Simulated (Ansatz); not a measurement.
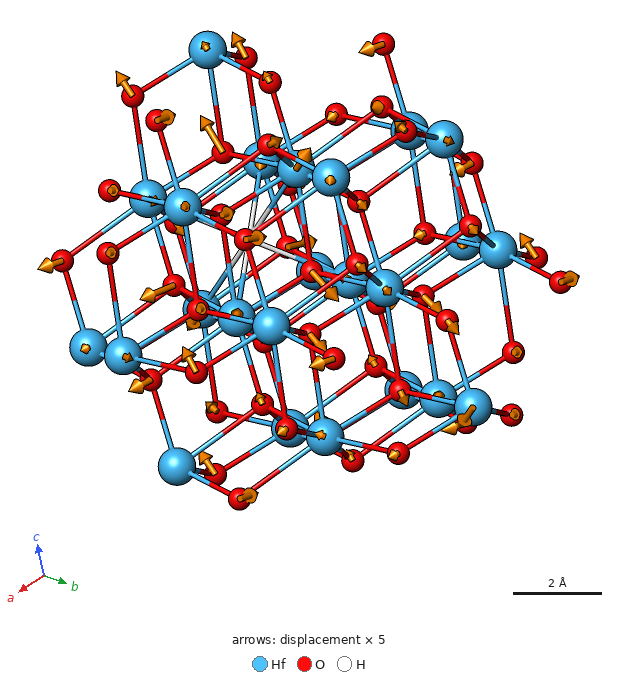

A relaxation of a defect cell of composition Hf$_{16}$HO$_{32}$. The starting structure is drawn; orange arrows show the displacements, magnified 5 times.

A ball-and-stick model of the atoms within 5.8 Å of the atom that moves most (axes of the cell of the calculation (origin shifted)), seen from a free direction.

Case: H interstitial, charge +0, atoms relaxed at the host's cell.

The calculation used DFT PBE, scalar-relativistic, plane waves, PAW (Ansatz 0.2.0). Settings: plane-wave cutoff 420 eV; k-point mesh 2 × 2 × 2; occupations gaussian; smearing width 0.01 eV; mesh shifted by (0.5, 0.5, 0.5); collinear spin; atoms relaxed in a fixed cell; force threshold 0.025 eV/Å; at most 45 steps.

> What happened in the run?

The largest moves, 0.21 Å, are those of O atoms. By element the largest moves are O 0.21 Å, Hf 0.16 Å. H stays in place. The cell stays as it was. Among the contacts that change: Hf–O 2.420 → 2.664 Å, H–Hf 2.632 → 2.794 Å, Hf–O 2.420 → 2.577 Å, Hf–O 2.420 → 2.266 Å. Among the angles between lasting bonds that change: Hf–O–Hf 109.1° → 116.2°, Hf–O–Hf 109.1° → 103.9°, Hf–O–Hf 121.1° → 116.3°. The energy falls by 0.252 eV per cell of the calculation in 6 geometry steps. The largest force component goes from 0.69 to 0.013 eV/Å. The run took 13 min on 4 threads of Arm Neoverse V1, on a shared host, peak memory 4.1 GiB.
